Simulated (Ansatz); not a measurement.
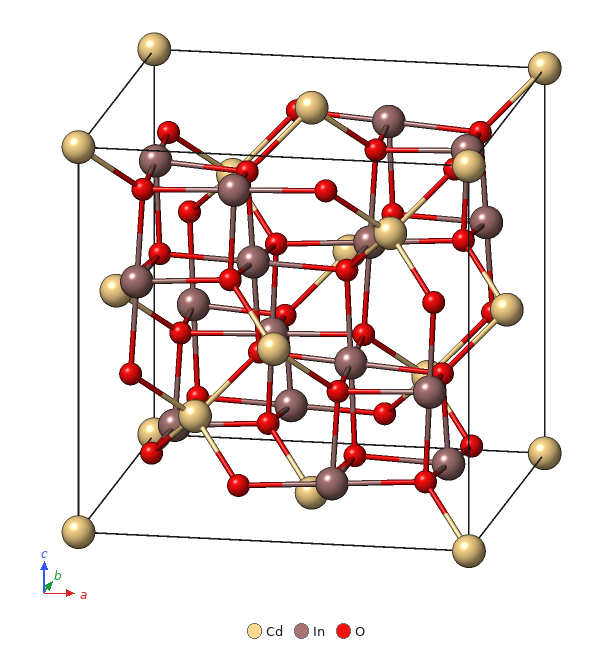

The figure gives a ball-and-stick picture of the atoms, viewed slightly off an axis. The conventional unit cell is drawn as a box.

CdIn2O4, spinel, space group Fd-3m (No. 227), a = 9.201 Å, b = 9.201 Å, c = 9.201 Å, α = 90.00°, β = 90.00°, γ = 90.00°. The structure was taken from a structure listed in the Materials Project. Earlier steps of the study, as a rule a relaxation of our own, may have changed the cell and positions, so they can lie some per cent off the listed ones. It was the input of a calculation with Ansatz.

This one geometry was computed with Ansatz (DFT, plane waves, PAW) at five levels of theory: HSE06, PBE0, PBE with spin-orbit coupling, r2SCAN and PBE. It was relaxed beforehand with r2SCAN.

**Which level gives the highest pressure at this volume, and what does that say about its equilibrium volume?**

Highest: PBE with spin-orbit coupling (5.4 GPa) and PBE (5.4 GPa), which points to the largest equilibrium volume. Lowest, with the smallest volume: HSE06 (-0.6 GPa) and PBE0 (-0.8 GPa). Levels within 0.5 GPa of each other can't be told apart.

**How does the band gap change with the level of theory?**

PBE with spin-orbit coupling: a gap of 1.06 eV, indirect; PBE: a gap of 1.07 eV, indirect; r2SCAN: a gap of 1.57 eV, indirect; HSE06: a gap of 2.53 eV, indirect; PBE0: a gap of 3.21 eV, indirect.

**Collect the results in a table.**

| level | cutoff (eV) | k-mesh of the run's cell | gap (eV) | pressure (GPa) |
| --- | --- | --- | --- | --- |
| HSE06 | 420 | 4×4×4 | 2.53 | -0.6 |
| PBE0 | 420 | 4×4×4 | 3.21 | -0.8 |
| PBE with spin-orbit coupling | 420 | 6×6×6 | 1.06 | 5.4 |
| r2SCAN | 500 | 6×6×6 | 1.57 | 0.0 |
| PBE | 420 | 6×6×6 | 1.07 | 5.4 |

Gaps are taken on the k-mesh or band path of each run.
